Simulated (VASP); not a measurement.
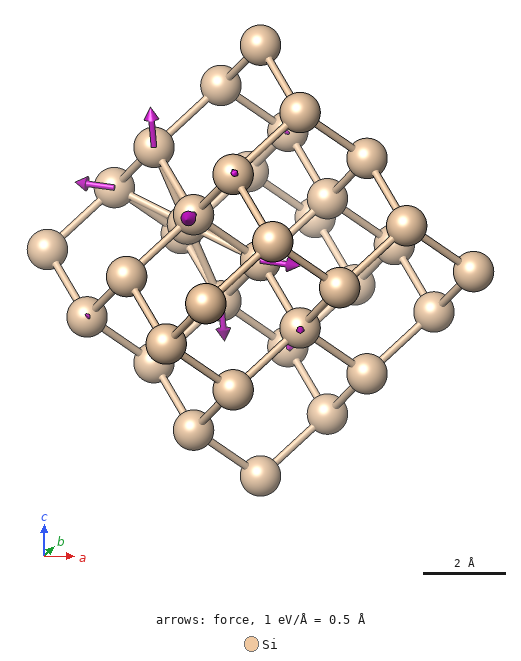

Starting geometry of a defect cell of composition Si with the computed forces as purple arrows. The picture is a ball-and-stick view of the atoms within 5.8 Å of the atom that moves most (axes of the cell of the calculation), seen slightly off an axis.

The run lets the atoms move in a fixed cell.

Level of theory: VASP 6.6.1, Kohn-Sham DFT of a periodic cell, LDA, VASP PAW LDA potentials, recommended.

The input:
```
ALGO = Normal ; EDIFF = 1E-6
EDIFFG = -0.02 ; ENCUT = 300
GGA = CA ; IBRION = 2
ISIF = 2 ; ISMEAR = -1
LASPH = T ; LCHARG = F
LREAL = F ; LWAVE = F
NELM = 100 ; NSW = 40
PREC = Accurate ; SIGMA = 0.05
```

Launched with:
```bash
cat potpaw_LDA.64/Si/POTCAR > POTCAR
mpirun -np 1 vasp_std > vasp.out
```

### What follows when this structure is relaxed?

It isn't relaxed: the largest force vector, on Si atoms, is 2.08 eV/Å. The final displacements follow the starting forces only in part (cosine between the two patterns 0.78). After 15 geometry steps the energy has fallen by 0.875 eV per cell of the calculation. The largest force component goes from 2.1 to 0.016 eV/Å. The largest moves, 0.13 Å, are those of Si atoms. The lattice vectors keep their values. Near-neighbour distances that change, for instance: Si–Si 2.340 → 2.483 Å, Si–Si 2.240 → 2.370 Å, Si–Si 2.340 → 2.322 Å. Among the angles between lasting bonds that change: Si–Si–Si 109.5° → 114.3°, Si–Si–Si 109.5° → 106.1°, Si–Si–Si 150.5° → 147.6°.
